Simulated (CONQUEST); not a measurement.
**Ag: 7 runs along one coordinate**

System: Ag (2 atoms in the cell).
Method: Kohn-Sham DFT of a periodic cell, revPBE, PseudoDojo NC LDA, no spin polarisation (CONQUEST 1.3).

The 7 runs differ only in the geometry, by an even scaling of the cell at fixed fractional positions. The structure derives from a Materials Project entry.

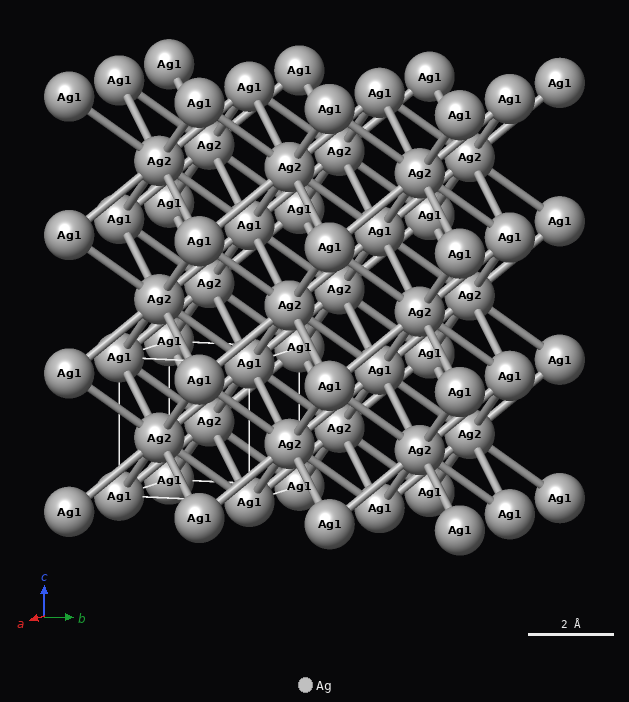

Figure 1. The structure of run 4 (ball-and-stick view of the cell of the calculation, repeated 2 × 3 × 3, seen slightly off an axis; atoms are numbered from 1 in the order of the input).

**Input of run 4**
```
IO.Title Ag
IO.Coordinates coords.dat
IO.FractionalAtomicCoords F
IO.Iprint 2
IO.Iprint_init 1
General.NumberOfSpecies 1
General.PseudopotentialType hamann
General.FunctionalType 102
General.DifferentFunctional T
AtomMove.TypeOfRun static
AtomMove.FullStress T
Grid.PointsAlongX 32
Grid.PointsAlongY 32
Grid.PointsAlongZ 32
DM.SolutionMethod diagon
Diag.MPMesh T
Diag.GammaCentred T
Diag.MPMeshX 7
Diag.MPMeshY 7
Diag.MPMeshZ 7
Diag.kT 0.00367493
minE.SCTolerance 1e-6
Diag.SmearingType 1
Diag.MPOrder 1
SC.MaxIters 100
IO.AtomChargeOutput T
SC.AbsResidual T
General.NeutralAtomProjector T
%block ChemicalSpeciesLabel
1 107.870 Ag
%endblock
```

Command:
```bash
OMP_NUM_THREADS=1 Conquest
```

Lattice vectors (Å) and fractional positions of run 4:
```
   3.311308    0.000000    0.000000
   0.000000    3.311308    0.000000
   0.000000    0.000000    3.311308
Ag  0.000000  0.000000  0.000000
Ag  0.500000  0.500000  0.500000
```

Run 5 has the same physical settings and fractional positions; its lattice vectors (Å) are:
```
   3.333238    0.000000    0.000000
   0.000000    3.333238    0.000000
   0.000000    0.000000    3.333238
```

**Results, with one run withheld**

| run | volume per atom (Å³) | free energy per atom, from the lowest run given (meV) | pressure (GPa) |
| --- | --- | --- | --- |
| 1 | 17.065 | 68.15 | 11.88 |
| 2 | 17.428 | 44.51 | 9.06 |
| 3 | 17.791 | 26.86 | 6.62 |
| 4 | 18.154 | 14.15 | 4.72 |
| 5 | 18.517 | ? | ? |
| 6 | 18.880 | 0.98 | 1.14 |
| 7 | 19.243 | 0.00 | −0.23 |

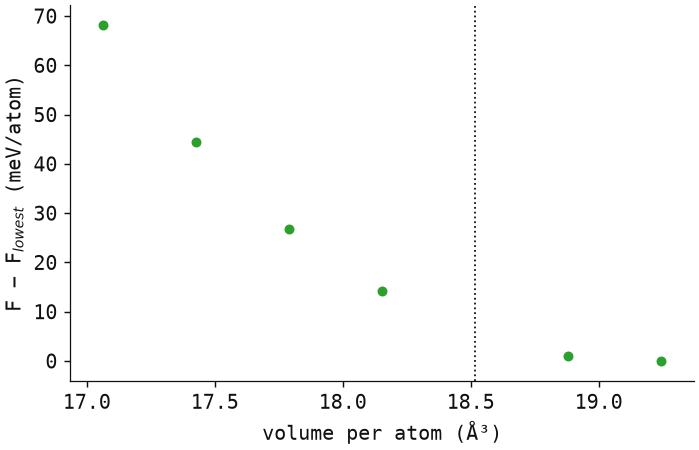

Figure 2. Free energy per atom of the runs given; the dotted line marks run 5.

Estimate the energy of run 5 from the others.

A cubic polynomial in V^(−2/3) (the Birch–Murnaghan form), fitted to the 6 runs given, misses them by at most 0.12 meV per atom. With x = V^(−2/3) − 0.14524 Å⁻², it reads F = 16.707 + 5951.1 x + 5.4651e+05 x² + 3.3626e+06 x³ (meV per atom). At run 5 it gives 5.64 meV per atom, and the run itself gives 5.46. The slope of the fit gives a pressure −dF/dV of 2.82 GPa there, and the run prints 2.86 GPa. The fit has its minimum at 19.195 Å³ per atom, where V d²F/dV² gives 70.5 GPa: the bulk modulus at this level, since symmetry fixes the shape and the positions.

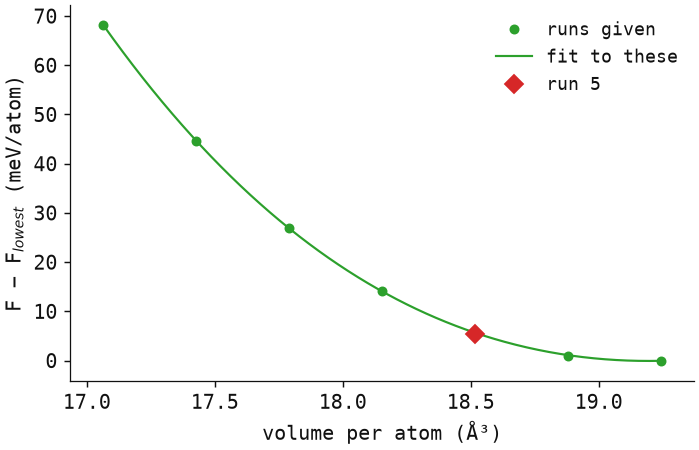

Figure 3. The fit and the withheld run.

**Some lines of the output (run 5)**
```
[...]
          DFT Total Energy                 :      -310.443580777723525 Ha
          Free Energy (E-TS)               :      -310.443837441111725 Ha
          DFT Total Energy                 :      -310.443748861957147 Ha
          Free Energy (E-TS)               :      -310.443837681413015 Ha
          DFT Total Energy                 :      -310.443750320993729 Ha
          Free Energy (E-TS)               :      -310.443837532778105 Ha
          DFT Total Energy                 :      -310.443749905440541 Ha
          Free Energy (E-TS)               :      -310.443837631804058 Ha
          DFT Total Energy                 :      -310.443749906463950 Ha
          Free Energy (E-TS)               :      -310.443837492200998 Ha
          DFT Total Energy                 :      -310.443749759032983 Ha
      | Free Energy as E-TS      =      -310.443837492200998 Ha
      |* DFT total energy        =      -310.443749759032983 Ha
    force: Average pressure:      2.85582896 GPa
```

Notes: Settings chosen away from the usual ones: volume scaled by 1.0. The record of the run, not the program, notes: read_and_write: Functional in input file differs to pseudopotential but proceeding: 102 -1012. Points of doubt noted for this run: potential of other functional; small atomic basis. With a small basis of atomic orbitals these values can differ much from converged plane-wave results.
